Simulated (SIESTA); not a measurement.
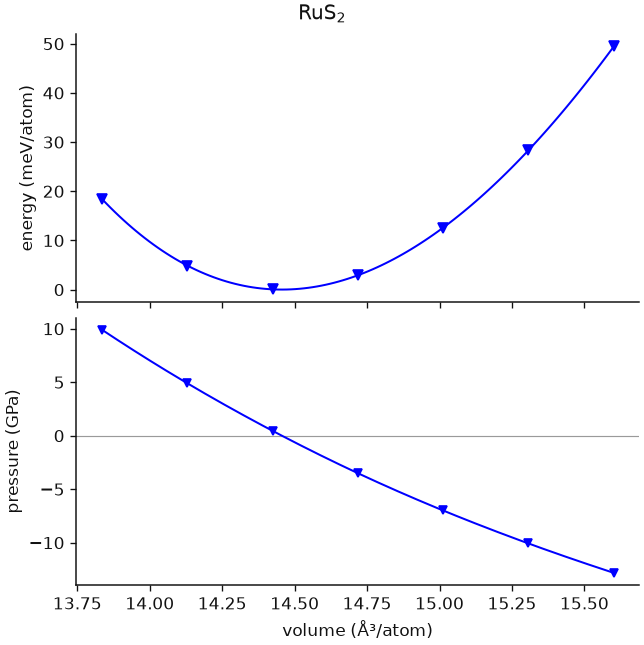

The plot gives the computed energy and pressure against volume for RuS₂, space group Pa-3 (No. 205).

Starting cell:
```cif
data_structure
_symmetry_space_group_name_H-M 'P 1'
_symmetry_Int_Tables_number 1
_cell_length_a 5.6106
_cell_length_b 5.6106
_cell_length_c 5.6106
_cell_angle_alpha 90.000
_cell_angle_beta 90.000
_cell_angle_gamma 90.000
_cell_volume 176.62
loop_
_atom_site_label
_atom_site_type_symbol
_atom_site_fract_x
_atom_site_fract_y
_atom_site_fract_z
_atom_site_occupancy
Ru1 Ru 0.00000 0.50000 0.50000 1
Ru2 Ru 0.50000 0.50000 0.00000 1
Ru3 Ru 0.50000 0.00000 0.50000 1
Ru4 Ru 0.00000 0.00000 0.00000 1
S1 S 0.38831 0.11169 0.88831 1
S2 S 0.11169 0.88831 0.38831 1
S3 S 0.88831 0.38831 0.11169 1
S4 S 0.61169 0.61169 0.61169 1
S5 S 0.61169 0.88831 0.11169 1
S6 S 0.88831 0.11169 0.61169 1
S7 S 0.11169 0.61169 0.88831 1
S8 S 0.38831 0.38831 0.38831 1
```

Calculation (SIESTA 5.4.2): DFT in numerical atomic orbitals with pseudopotentials, no spin polarisation; energies at scaled volumes of the given cell, shape and fractions fixed, counted from the fit's minimum, third-order Birch-Murnaghan fit. Level: LDA.

- k mesh: 4×4×4
- occupations: Fermi–Dirac
- smearing width: 0.05 eV
- potentials: PseudoDojo 0.4 standard, converted to PSML, two zetas on semicore shells
- program settings: basis DZP, mesh cutoff 800 Ry

### How stiff is the solid, and where is its volume at rest?

A third-order Birch–Murnaghan fit gives V0 = 14.46 Å³/atom, B0 = 203 GPa and B′ = 4.9.

### Read off the course of the pressure.

It falls from 9.91 GPa at volume 13.83 Å³/atom to −12.82 GPa at 15.60 Å³/atom, and changes sign near 14.46 Å³/atom.

Note: mulliken charges of long orbitals; shape and atomic fractions are frozen while scaling, which makes layered, chain and framework solids too stiff.
